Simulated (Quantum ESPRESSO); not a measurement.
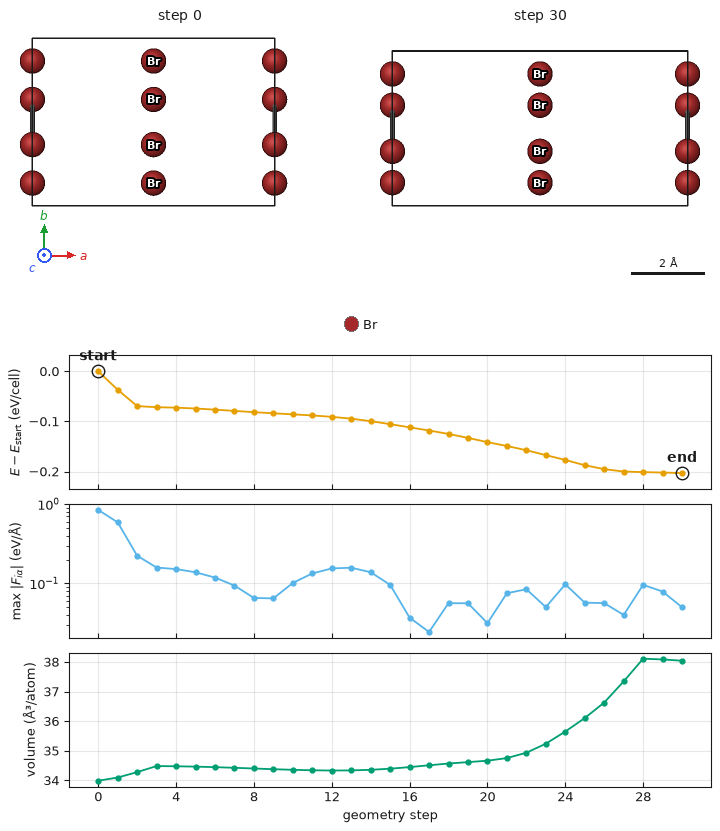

First and last geometry of a relaxation of crystalline Br (set up in Cmce), with the history of the run. The picture is a ball-and-stick view of the conventional cell (2 times the calculation's cell), seen along the c axis. Lengths and directions refer to the drawn axes.

The run lets cell and atoms move.

Computed with Quantum ESPRESSO 7.5, Kohn-Sham DFT of a periodic cell, PBE, SSSP 1.3 efficiency PBE.

The input:
```python
import numpy as np
from ase.calculators.espresso import Espresso, EspressoProfile
import spglib
from ase import Atoms
from ase.io import read

atoms = read('Br.cif')
cell, pos, num = spglib.standardize_cell((atoms.cell[:], atoms.get_scaled_positions(), atoms.numbers), to_primitive=True, symprec=1e-4)
atoms = Atoms(numbers=num, cell=cell, scaled_positions=pos, pbc=True)

input_data = {
    'control': {'calculation': 'scf', 'prefix': 'pwscf', 'outdir': './tmp', 'tprnfor': True, 'tstress': True, 'disk_io': 'low'},
    'system': {'ecutwfc': 55.0, 'ecutrho': 440.0, 'nbnd': 21, 'occupations': 'smearing', 'smearing': 'gaussian', 'degauss': 0.01469973},
    'electrons': {'conv_thr': 8e-10, 'electron_maxstep': 120, 'mixing_beta': 0.5},
}
pseudopotentials = {'Br': 'br_pbe_v1.4.uspp.F.UPF'}
profile = EspressoProfile(command='pw.x', pseudo_dir='pseudo')
dft = Espresso(profile=profile, input_data=input_data, pseudopotentials=pseudopotentials, kpts=(5, 5, 2), koffset=(0, 0, 0))
atoms.calc = dft

from ase.optimize import FIRE
from ase.filters import FrechetCellFilter
done = FIRE(FrechetCellFilter(atoms), trajectory='opt.traj').run(fmax=0.02, steps=30)
print('converged', done)
print('cell (A)', np.round(atoms.cell.cellpar(), 5))
print(f'energy {atoms.get_potential_energy():.8f} eV')
print('forces (eV/A)')
print(np.round(atoms.get_forces(), 6))
print('stress (eV/A^3, Voigt)')
print(np.round(atoms.get_stress(), 8))
print(f'Fermi level {dft.get_fermi_level():.4f} eV')
```

Command:
```bash
OMP_NUM_THREADS=1 python run.py
```

What do the curves and the structures tell?

Answer. The relaxation stopped without meeting its thresholds, so the last structure isn't shown to be converged. Over 30 geometry steps the energy falls by 0.203 eV per cell of the calculation. Largest force component: 0.84 eV/Å at the start, 0.05 eV/Å at the end. The pressure goes from 2.00 to −0.01 GPa. The largest moves relative to the cell, 0.089 Å, are those of Br atoms. The drawn cell changes as follows: a 6.726 → 8.198 Å (+21.9 %), b 4.645 → 4.298 Å (−7.5 %), c 8.702 → 8.638 Å (−0.7 %); the volume changes by +11.9 %. Near-neighbour distances that change, for instance: Br–Br 2.287 → 2.400 Å. The space group stays Cmce (No. 64).
